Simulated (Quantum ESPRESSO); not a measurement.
**Run report: HgTe, single-point calculation**

HgTe (2 atoms in the cell), computed with Kohn-Sham DFT of a periodic cell, LDA, PseudoDojo 0.4.1 SR LDA stringent, no spin polarisation (Quantum ESPRESSO 7.5).

The structure derives from an entry of the Crystallography Open Database. The volume is scaled by 1.04.

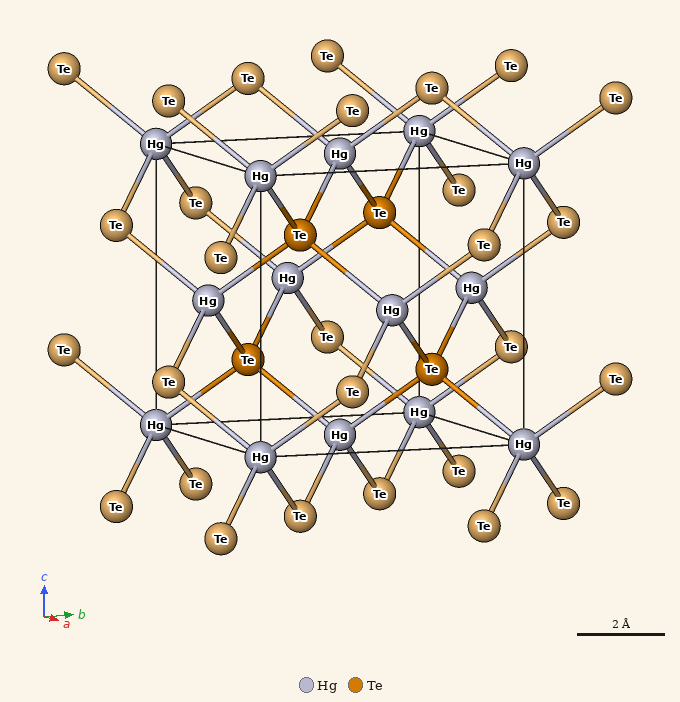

Figure 1. The structure as given in the input (ball-and-stick view of the cell 4 times as large as that of the calculation, set on its symmetry axes, seen slightly off an axis; neighbours outside the cell are drawn fainter).

**Summary**

| quantity | value |
| --- | --- |
| outcome | converged |
| space group (tolerance 0.01 Å) | F-43m (216) |
| electrons treated | 44 |
| free energy | −12182.3336 eV |
| Fermi energy | 8.823 eV |
| gap on the k-point mesh | none (metallic) |
| pressure | −3.43 GPa |
| largest force (length of the vector) | under 0.001 eV/Å |
| hardware | 1 thread of Intel Xeon @ 2.80GHz (Skylake/Cascade Lake), 24 GiB of memory available, shared host |
| wall time | 47 s |
| peak memory | 0.17 GiB |

**Notes**

Spin–orbit coupling is left out, which matters for Hg.

**Input file**
```
&CONTROL
  calculation = 'scf'
  prefix = 'pwscf'
  outdir = './tmp'
  pseudo_dir = './pseudo'
  tprnfor = .true.
  tstress = .true.
  disk_io = 'nowf'
/
&SYSTEM
  ibrav = 0
  nat = 2
  ntyp = 2
  ecutwfc = 86
  nbnd = 31
  occupations = 'smearing'
  smearing = 'fd'
  degauss = 0.00367493
/
&ELECTRONS
  conv_thr = 4d-10
  electron_maxstep = 120
  mixing_beta = 0.5
/
ATOMIC_SPECIES
Hg   200.5920 Hg.upf
Te   127.6000 Te.upf
CELL_PARAMETERS angstrom
   0.0000000000    3.2568009036    3.2568009036
   3.2568009036    0.0000000000    3.2568009036
   3.2568009036    3.2568009036    0.0000000000
ATOMIC_POSITIONS crystal
Hg     0.0000000000    0.0000000000    0.0000000000
Te     0.7500000000    0.7500000000    0.7500000000
K_POINTS automatic
7 7 7 0 0 0
```

Launched with:
```bash
OMP_NUM_THREADS=1 pw.x -in pw.in > pw.out
```

**Output**
```
This program is part of the open-source Quantum ESPRESSO suite
     for quantum simulation of materials; please cite
         "P. Giannozzi et al., J. Phys.:Condens. Matter 21 395502 (2009);
         "P. Giannozzi et al., J. Phys.:Condens. Matter 29 465901 (2017);
         "P. Giannozzi et al., J. Chem. Phys. 152 154105 (2020);
          URL
     in publications or presentations arising from this work. More details at

     Message from routine setup:
     using ibrav=0 with symmetry is DISCOURAGED, use correct ibrav instead

     G-vector sticks info
     --------------------
     sticks:   dense  smooth     PW     G-vecs:    dense   smooth      PW
     Sum        1789    1789    511                50333    50333    7727

     Using Slab Decomposition

     bravais-lattice index     =            0
     lattice parameter (alat)  =       8.7037  a.u.
     unit-cell volume          =     466.2300 (a.u.)^3
     number of atoms/cell      =            2
     number of atomic types    =            2
     number of electrons       =        44.00
     number of Kohn-Sham states=           31
     kinetic-energy cutoff     =      86.0000  Ry
     charge density cutoff     =     344.0000  Ry
     scf convergence threshold =      4.0E-10
     mixing beta               =       0.5000
     number of iterations used =            8  plain     mixing
     Exchange-correlation= SLA  PW   NOGX NOGC
                           (   1   4   0   0   0   0   0)

     celldm(1)=   8.703723  celldm(2)=   0.000000  celldm(3)=   0.000000
     celldm(4)=   0.000000  celldm(5)=   0.000000  celldm(6)=   0.000000

     crystal axes: (cart. coord. in units of alat)
               a(1) = (   0.000000   0.707107   0.707107 )
               a(2) = (   0.707107   0.000000   0.707107 )
               a(3) = (   0.707107   0.707107   0.000000 )

     reciprocal axes: (cart. coord. in units 2 pi/alat)
               b(1) = ( -0.707107  0.707107  0.707107 )
               b(2) = (  0.707107 -0.707107  0.707107 )
               b(3) = (  0.707107  0.707107 -0.707107 )

     PseudoPot. # 1 for Hg read from file:
     Hg.upf
     Pseudo is Norm-conserving + core correction, Zval = 20.0
     Generated using ONCVPSP code by D. R. Hamann
     Using radial grid of 1232 points,  7 beta functions with:
                l(1) =   0
                l(2) =   0
                l(3) =   1
                l(4) =   1
                l(5) =   2
                l(6) =   2
                l(7) =   3

     PseudoPot. # 2 for Te read from file:
     Te.upf
     Pseudo is Norm-conserving + core correction, Zval = 24.0
     Generated using ONCVPSP code by D. R. Hamann
     Using radial grid of 1278 points,  6 beta functions with:
                l(1) =   0
                l(2) =   0
                l(3) =   1
                l(4) =   1
                l(5) =   2
                l(6) =   2

     atomic species   valence    mass     pseudopotential
     Hg               20.00   200.59200     Hg( 1.00)
     Te               24.00   127.60000     Te( 1.00)

     24 Sym. Ops. (no inversion) found

   Cartesian axes

     site n.     atom                  positions (alat units)
         1        Hg     tau(   1) = (   0.0000000   0.0000000   0.0000000  )
         2        Te     tau(   2) = (   1.0606602   1.0606602   1.0606602  )

     number of k points=    20  Fermi-Dirac smearing, width (Ry)=  0.0037
                       cart. coord. in units 2pi/alat
        k(    1) = (   0.0000000   0.0000000   0.0000000), wk =   0.0058309
        k(    2) = (   0.1010153   0.1010153  -0.1010153), wk =   0.0466472
        k(    3) = (   0.2020305   0.2020305  -0.2020305), wk =   0.0466472
        k(    4) = (   0.3030458   0.3030458  -0.3030458), wk =   0.0466472
        k(    5) = (   0.2020305  -0.0000000   0.0000000), wk =   0.0349854
        k(    6) = (   0.3030458   0.1010153  -0.1010153), wk =   0.1399417
        k(    7) = (   0.4040610   0.2020305  -0.2020305), wk =   0.1399417
        k(    8) = (  -0.2020305  -0.4040610   0.4040610), wk =   0.1399417
        k(    9) = (  -0.1010153  -0.3030458   0.3030458), wk =   0.1399417
        k(   10) = (  -0.0000000  -0.2020305   0.2020305), wk =   0.0699708
        k(   11) = (   0.4040610  -0.0000000   0.0000000), wk =   0.0349854
        k(   12) = (   0.5050763   0.1010153  -0.1010153), wk =   0.1399417
        k(   13) = (  -0.1010153  -0.5050763   0.5050763), wk =   0.1399417
        k(   14) = (   0.0000000  -0.4040610   0.4040610), wk =   0.0699708
        k(   15) = (   0.6060915  -0.0000000   0.0000000), wk =   0.0349854
        k(   16) = (  -0.0000000  -0.6060915   0.6060915), wk =   0.0699708
        k(   17) = (   0.4040610   0.2020305   0.0000000), wk =   0.1399417
        k(   18) = (  -0.2020305  -0.4040610   0.6060915), wk =   0.2798834
        k(   19) = (  -0.1010153  -0.5050763   0.7071068), wk =   0.1399417
        k(   20) = (  -0.0000000  -0.4040610   0.6060915), wk =   0.1399417

     Dense  grid:    50333 G-vectors     FFT dimensions: (  54,  54,  54)

     Initial potential from superposition of free atoms

     starting charge      43.9998, renormalised to      44.0000
     Starting wfcs are   23 randomized atomic wfcs +    8 random wfcs

     Self-consistent Calculation

     iteration #  1     ecut=    86.00 Ry     beta= 0.50
     Davidson diagonalization with overlap
     ethr =  1.00E-02,  avg # of iterations =  5.8

     Threshold (ethr) on eigenvalues was too large:
     Diagonalizing with lowered threshold

     Davidson diagonalization with overlap
     ethr =  1.10E-04,  avg # of iterations =  2.7

     total energy              =    -895.37040226 Ry
     estimated scf accuracy    <       0.04864959 Ry

     iteration #  2     ecut=    86.00 Ry     beta= 0.50
     Davidson diagonalization with overlap
     ethr =  1.11E-04,  avg # of iterations =  2.4

     total energy              =    -895.38372773 Ry
     estimated scf accuracy    <       0.00793922 Ry

     iteration #  3     ecut=    86.00 Ry     beta= 0.50
     Davidson diagonalization with overlap
     ethr =  1.80E-05,  avg # of iterations =  2.3

     total energy              =    -895.38496992 Ry
     estimated scf accuracy    <       0.00057508 Ry

     iteration #  4     ecut=    86.00 Ry     beta= 0.50
     Davidson diagonalization with overlap
     ethr =  1.31E-06,  avg # of iterations =  3.0

     total energy              =    -895.38499980 Ry
     estimated scf accuracy    <       0.00001817 Ry

     iteration #  5     ecut=    86.00 Ry     beta= 0.50
     Davidson diagonalization with overlap
     ethr =  4.13E-08,  avg # of iterations =  2.0

     total energy              =    -895.38500398 Ry
     estimated scf accuracy    <       0.00000167 Ry

     iteration #  6     ecut=    86.00 Ry     beta= 0.50
     Davidson diagonalization with overlap
     ethr =  3.79E-09,  avg # of iterations =  2.0

     total energy              =    -895.38500407 Ry
     estimated scf accuracy    <       0.00000013 Ry

     iteration #  7     ecut=    86.00 Ry     beta= 0.50
     Davidson diagonalization with overlap
     ethr =  2.98E-10,  avg # of iterations =  2.0

     total energy              =    -895.38500410 Ry
     estimated scf accuracy    <       0.00000007 Ry

     iteration #  8     ecut=    86.00 Ry     beta= 0.50
     Davidson diagonalization with overlap
     ethr =  1.53E-10,  avg # of iterations =  2.0

     End of self-consistent calculation

          k = 0.0000 0.0000 0.0000 (  6231 PWs)   bands (ev):

  -150.0918-106.3697-100.2908-100.2908-100.2908 -54.5641 -54.5641 -54.5641
   -27.8057 -27.8057 -27.8057 -27.7981 -27.7981  -3.1354   1.5832   1.5832
     1.5832   2.0900   2.0900   7.7922   8.7798   8.7798   8.7798  13.0109
    13.0109  13.0109  15.0307  18.4811  18.4813  18.5649  18.5649

          k = 0.1010 0.1010-0.1010 (  6246 PWs)   bands (ev):

  -150.0918-106.3697-100.2908-100.2908-100.2908 -54.5641 -54.5641 -54.5641
   -27.8062 -27.8062 -27.8058 -27.7979 -27.7979  -3.0402   1.6095   1.6095
     1.6197   2.0876   2.0876   6.6224   8.5675   8.5675   9.3871  12.8878
    13.2940  13.2940  16.1767  17.4561  17.4561  18.0611  20.2052

          k = 0.2020 0.2020-0.2020 (  6264 PWs)   bands (ev):

  -150.0918-106.3697-100.2908-100.2908-100.2908 -54.5641 -54.5641 -54.5641
   -27.8063 -27.8061 -27.8061 -27.7980 -27.7980  -2.8136   1.6628   1.6628
     1.7968   2.0914   2.0914   4.9897   8.1583   8.1583   9.4920  13.7034
    13.7034  13.8746  16.3024  17.4055  17.4055  19.7601  22.1338

          k = 0.3030 0.3030-0.3030 (  6267 PWs)   bands (ev):

  -150.0918-106.3697-100.2908-100.2908-100.2908 -54.5642 -54.5641 -54.5641
   -27.8063 -27.8060 -27.8060 -27.7981 -27.7981  -2.6179   1.6970   1.6970
     2.1067   2.1067   2.2178   3.6527   7.8725   7.8725   9.3679  13.7976
    13.7976  15.2586  16.2129  18.4307  18.4307  20.1467  21.1295

          k = 0.2020-0.0000 0.0000 (  6270 PWs)   bands (ev):

  -150.0918-106.3697-100.2908-100.2908-100.2908 -54.5641 -54.5641 -54.5641
   -27.8067 -27.8061 -27.8061 -27.7983 -27.7981  -3.0082   1.5969   1.6354
     1.6354   2.0719   2.1012   6.5304   8.2295   8.2295   9.9750  12.1469
    13.7555  13.7555  16.1765  16.7116  18.5776  19.1384  19.1384

          k = 0.3030 0.1010-0.1010 (  6277 PWs)   bands (ev):

  -150.0918-106.3697-100.2908-100.2908-100.2908 -54.5641 -54.5641 -54.5641
   -27.8067 -27.8063 -27.8062 -27.7984 -27.7980  -2.8240   1.6474   1.6942
     1.7374   2.0702   2.1108   5.3520   7.7143   7.7880  10.3811  12.3030
    14.1405  14.3387  16.1739  17.7135  18.2953  19.4633  20.7576

          k = 0.4041 0.2020-0.2020 (  6265 PWs)   bands (ev):

  -150.0918-106.3697-100.2908-100.2908-100.2908 -54.5642 -54.5641 -54.5641
   -27.8063 -27.8060 -27.8059 -27.7982 -27.7980  -2.6141   1.6994   1.7349
     1.9888   2.1174   2.1700   4.0342   7.1731   7.5535  10.3466  13.0840
    14.4242  14.5570  17.0047  17.9568  18.9243  20.1145  20.9575

          k =-0.2020-0.4041 0.4041 (  6310 PWs)   bands (ev):

  -150.0918-106.3697-100.2908-100.2908-100.2908 -54.5642 -54.5641 -54.5641
   -27.8071 -27.8066 -27.8063 -27.7985 -27.7984  -2.5465   1.7173   1.7350
     2.0811   2.1027   2.3817   3.4817   6.8812   7.6536  10.2862  13.3371
    14.2137  15.3610  17.0457  18.1915  18.2480  20.1385  21.4539

          k =-0.1010-0.3030 0.3030 (  6275 PWs)   bands (ev):

  -150.0918-106.3697-100.2908-100.2908-100.2908 -54.5641 -54.5641 -54.5641
   -27.8066 -27.8062 -27.8061 -27.7982 -27.7981  -2.6799   1.6973   1.7059
     1.9294   2.0759   2.1307   4.4448   6.9946   8.0366  10.2957  13.5073
    13.9209  14.1542  16.9545  17.3696  18.8528  19.8080  21.1750

          k =-0.0000-0.2020 0.2020 (  6287 PWs)   bands (ev):

  -150.0918-106.3697-100.2908-100.2908-100.2908 -54.5641 -54.5641 -54.5641
   -27.8066 -27.8065 -27.8064 -27.7984 -27.7983  -2.9002   1.6395   1.6577
     1.6938   2.0725   2.1028   5.7264   7.6364   8.4652  10.0398  12.8462
    13.4629  13.9146  16.7036  17.2897  17.4217  19.3392  19.9794

          k = 0.4041-0.0000 0.0000 (  6270 PWs)   bands (ev):

  -150.0918-106.3697-100.2908-100.2908-100.2908 -54.5641 -54.5641 -54.5641
   -27.8066 -27.8059 -27.8059 -27.7985 -27.7980  -2.7030   1.6750   1.7667
     1.7667   2.0770   2.1265   4.9811   7.2923   7.2923  10.6797  11.5756
    15.3326  15.3326  15.4424  18.8436  19.3288  20.7383  20.7383

          k = 0.5051 0.1010-0.1010 (  6273 PWs)   bands (ev):

  -150.0918-106.3697-100.2908-100.2908-100.2908 -54.5642 -54.5641 -54.5641
   -27.8069 -27.8062 -27.8059 -27.7980 -27.7978  -2.5349   1.7332   1.8216
     1.8772   2.1328   2.2145   4.1247   6.6772   7.0211  10.8352  11.9160
    14.8939  15.7572  17.1222  19.2559  19.8455  20.4368  21.0443

          k =-0.1010-0.5051 0.5051 (  6294 PWs)   bands (ev):

  -150.0918-106.3697-100.2908-100.2908-100.2908 -54.5642 -54.5641 -54.5641
   -27.8069 -27.8063 -27.8062 -27.7981 -27.7981  -2.4498   1.7517   1.8225
     2.0026   2.1122   2.5008   3.4872   6.0840   7.1266  10.9217  12.9320
    15.0989  15.4013  16.6870  18.4876  19.7700  20.7776  21.5585

          k = 0.0000-0.4041 0.4041 (  6289 PWs)   bands (ev):

  -150.0918-106.3697-100.2908-100.2908-100.2908 -54.5641 -54.5641 -54.5641
   -27.8067 -27.8064 -27.8061 -27.7982 -27.7980  -2.5169   1.7424   1.7701
     2.0542   2.0813   2.2942   3.8431   6.0833   7.5540  10.9124  13.3900
    14.6463  14.7083  17.0746  17.2557  19.6841  20.6086  21.2699

          k = 0.6061-0.0000 0.0000 (  6318 PWs)   bands (ev):

  -150.0918-106.3697-100.2908-100.2908-100.2908 -54.5642 -54.5641 -54.5641
   -27.8076 -27.8065 -27.8065 -27.7986 -27.7981  -2.4373   1.7473   1.8899
     1.8899   2.1470   2.3577   3.6958   6.6745   6.6745  10.6055  11.2538
    16.4020  17.0564  17.0564  19.1377  20.7276  20.7315  20.7315

          k =-0.0000-0.6061 0.6061 (  6278 PWs)   bands (ev):

  -150.0918-106.3697-100.2908-100.2908-100.2908 -54.5642 -54.5641 -54.5641
   -27.8069 -27.8060 -27.8060 -27.7980 -27.7975  -2.3990   1.7658   1.8907
     1.9258   2.1368   2.5564   3.3908   6.2588   6.7174  10.8054  11.7438
    16.0675  16.7262  17.0984  19.1316  20.2387  20.6364  21.5391

          k = 0.4041 0.2020 0.0000 (  6273 PWs)   bands (ev):

  -150.0918-106.3697-100.2908-100.2908-100.2908 -54.5641 -54.5641 -54.5641
   -27.8066 -27.8061 -27.8060 -27.7983 -27.7979  -2.6459   1.7068   1.7479
     1.8696   2.0969   2.1372   4.5521   6.7614   7.5630  10.9082  12.4563
    13.9080  15.1964  16.5686  18.9173  19.0355  19.8075  20.6844

          k =-0.2020-0.4041 0.6061 (  6280 PWs)   bands (ev):

  -150.0918-106.3697-100.2908-100.2908-100.2908 -54.5642 -54.5641 -54.5641
   -27.8065 -27.8063 -27.8060 -27.7982 -27.7979  -2.4961   1.7501   1.7791
     2.0209   2.1014   2.3705   3.6847   6.2932   7.2088  11.1067  13.1040
    13.9687  15.7566  16.6903  18.5813  19.2343  20.2896  21.7755

          k =-0.1010-0.5051 0.7071 (  6279 PWs)   bands (ev):

  -150.0918-106.3697-100.2908-100.2908-100.2908 -54.5642 -54.5641 -54.5641
   -27.8066 -27.8062 -27.8060 -27.7980 -27.7980  -2.4298   1.7769   1.8423
     1.9485   2.1213   2.4630   3.5810   6.3273   6.6205  11.2374  12.1237
    14.7673  16.2917  17.3351  19.4025  19.9263  20.5186  21.6511

          k =-0.0000-0.4041 0.6061 (  6271 PWs)   bands (ev):

  -150.0918-106.3697-100.2908-100.2908-100.2908 -54.5642 -54.5641 -54.5641
   -27.8063 -27.8061 -27.8060 -27.7980 -27.7976  -2.4130   1.7828   1.8330
     2.0256   2.0788   2.6004   3.3949   6.0027   6.7006  11.4839  13.1066
    14.3277  15.2692  17.2559  18.8297  20.4849  20.7063  21.7545

     the Fermi energy is     8.8227 ev

!    total energy              =    -895.38500411 Ry
     estimated scf accuracy    <          2.6E-10 Ry
     smearing contrib. (-TS)   =      -0.00005355 Ry
     internal energy E=F+TS    =    -895.38495056 Ry

     The total energy is F=E-TS. E is the sum of the following terms:
     one-electron contribution =    -658.64172960 Ry
     hartree contribution      =     317.44843622 Ry
     xc contribution           =    -128.10371250 Ry
     ewald contribution        =    -426.08794468 Ry

     convergence has been achieved in   8 iterations

     Forces acting on atoms (cartesian axes, Ry/au):

     atom    1 type  1   force =     0.00000000    0.00000000    0.00000000
     atom    2 type  2   force =    -0.00000000   -0.00000000   -0.00000000

     Total force =     0.000000     Total SCF correction =     0.000000

     Computing stress (Cartesian axis) and pressure

          total   stress  (Ry/bohr**3)                   (kbar)     P=      -34.33
  -0.00023334   0.00000000   0.00000000          -34.33        0.00        0.00
   0.00000000  -0.00023334  -0.00000000            0.00      -34.33       -0.00
   0.00000000  -0.00000000  -0.00023334            0.00       -0.00      -34.33

=------------------------------------------------------------------------------=
   JOB DONE.
=------------------------------------------------------------------------------=
```

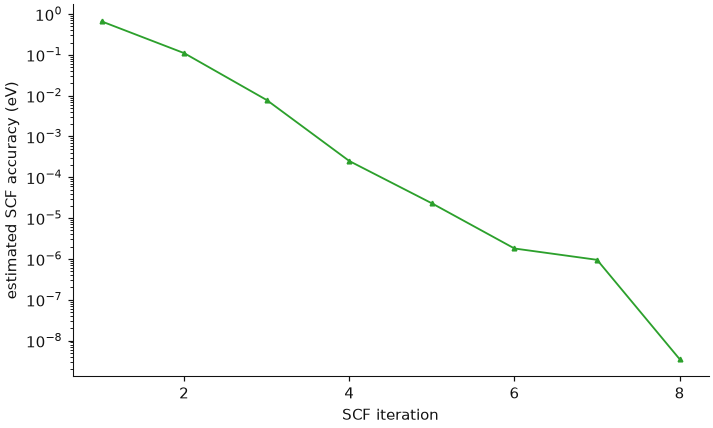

Figure 2. Convergence of the self-consistent field: estimated SCF accuracy against the iteration. The field takes 8 iterations in all.
